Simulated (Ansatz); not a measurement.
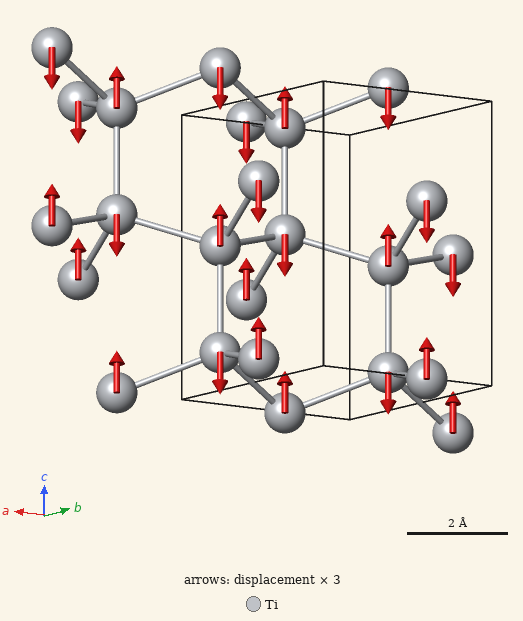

This is a relaxation of a crystal of Ti (built on the lonsdaleite_194 type) (coarse preliminary run). The starting structure is drawn; red arrows show the displacements (the part carried along by the change of the cell is left out), 3 times their true length.

A ball-and-stick model of the cell of the calculation, repeated 2 × 1 × 1 with one cell outlined, seen from a free direction.

Case: lonsdaleite type (P6_3/mmc, No. 194).

The calculation used Ansatz 0.2.0, DFT PBEsol, scalar-relativistic, plane waves, PAW. Set-up: plane-wave cutoff 420 eV; k-point mesh 6 × 6 × 4; occupations gaussian; smearing width 0.1 eV; no spin polarisation; cell and atoms relaxed; force threshold 0.04 eV/Å; at most 70 steps.

Q: What happened in the run?

A: The largest moves relative to the cell, 0.30 Å, are those of Ti atoms. The volume changes by +30.3 %, with a = b 3.646 → 4.684 Å (+28.5 %), c 6.016 → 4.748 Å (−21.1 %). Some distances before and after: Ti–Ti 3.760 → 2.374 Å, Ti–Ti 2.235 → 2.704 Å, Ti–Ti 2.256 → 2.374 Å. New bonds form: Ti–Ti (3.76 → 2.37 Å). The space group (tolerance 0.01 Å) goes from P6_3/mmc (No. 194) to P6/mmm (No. 191). After 12 accepted moves (14 points after the start) the energy has fallen by 970 meV per atom. The largest force component goes from 0.13 to 0.0021 eV/Å. Pressure: 9.40 GPa at the start and 0.05 GPa at the end. The SCF was repeated twice at an unchanged geometry on a basis and grid sized afresh for the cell, which shifted the energy by 60.5 meV per atom at most. The run took roughly 50 core-seconds on a shared host.
